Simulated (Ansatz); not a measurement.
Ta2Si

The calculation's input:

```
crystal:
  lattice:
    - [-2.9456416507, 2.9456416507, 2.4191033869]
    - [2.9456416507, -2.9456416507, 2.4191033869]
    - [2.9456416507, 2.9456416507, -2.4191033869]
  atoms:
    - { symbol: Ta, position: [0.6630661939, 0.8369338061, 0.5] }
    - { symbol: Ta, position: [0.8369338061, 0.3369338061, 0.1738676123] }
    - { symbol: Ta, position: [0.3369338061, 0.1630661939, 0.5] }
    - { symbol: Ta, position: [0.1630661939, 0.6630661939, 0.8261323878] }
    - { symbol: Si, position: [0.25, 0.25, 0.0] }
    - { symbol: Si, position: [0.75, 0.75, 0.0] }
basis:
  ecutwfc: 420
kpoints:
  mp_grid: { grid: [12, 12, 12] }
hamiltonian:
  xc: pbesol
scf:
  occupations: { method: gaussian, width: 0.15 }
output:
  forces: true
  stress: true
  eigenvalues: true
  write_density: true
  write_potential: true
  elf: true
  volumetric_format: npy
```

Command:

```sh
ansatz run input.yaml --threads 2 --pin off --max-ram 5120MiB --backend cpu --events-out ev --progress --plain --runs-dir out
```

Below, planes, directions and counts refer to the conventional cell (a = 5.89 Å, b = 5.89 Å, c = 4.84 Å, α = 90.00°, β = 90.00°, γ = 90.00°).

Space group I4/mcm; a structure from a database of computed crystals, not necessarily the ambient phase; changed on purpose from its base cell (strain -0.040 along x and y, -0.040 along z, atoms carried along); not relaxed (largest force 0.3 eV/Å); computed pressure about 36 GPa in this cell.

Theory: DFT PBEsol, scalar-relativistic, plane waves, PAW (Ansatz).

> What will maps of the valence pseudo-density and electron localisation function show?

Ta–Ta (2.72 Å): the density is about 0.37 e/Å³ at the midpoint; the ELF is about 0.30 at the midpoint; no shared electron pair shows on this line.

> Metal or insulator at this level of theory?

It is metallic or semimetallic at this level of theory: no gap opens.

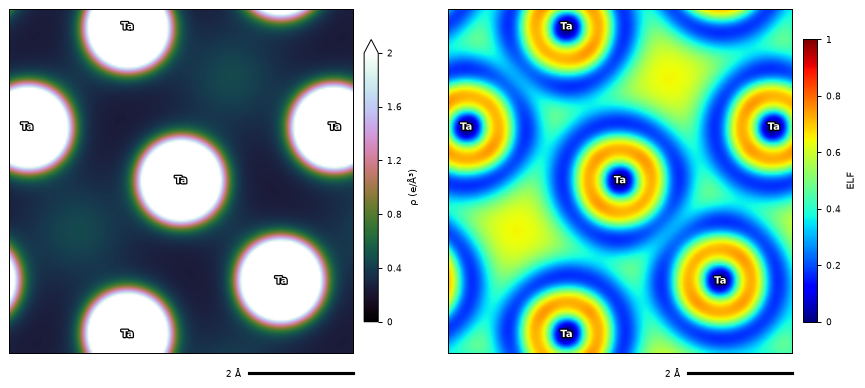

Computed valence pseudo-density and electron localisation function on the (001) plane of the conventional cell, in this order. 

Core electrons are frozen (PAW), and the valence fields are smoothed inside the atomic spheres.
